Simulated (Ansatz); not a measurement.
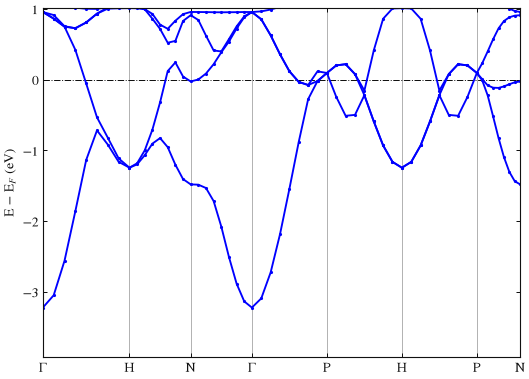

Band structure. Energies are counted from the Fermi level. The path runs straight from each named point to the next.

> Which Bravais lattice do the labels of the path belong to?

A body-centred cubic lattice: the path Γ–H–N–Γ–P–H–P–N runs through the special points of its Brillouin zone.

Structure: La, space group Im-3m (No. 229), 1 atom in the cell, a structure borrowed from another compound.

Level of theory: DFT with PBE, PAW plane waves, no spin polarisation, 10×10×10 k mesh, Fermi-Dirac smearing of 0.04 eV; code Ansatz 0.2.0.

> Is there a gap at the Fermi level?

A metal: bands cross the Fermi level along this path.

The structure was built from a prototype or by substitution, so it need not be a known phase.
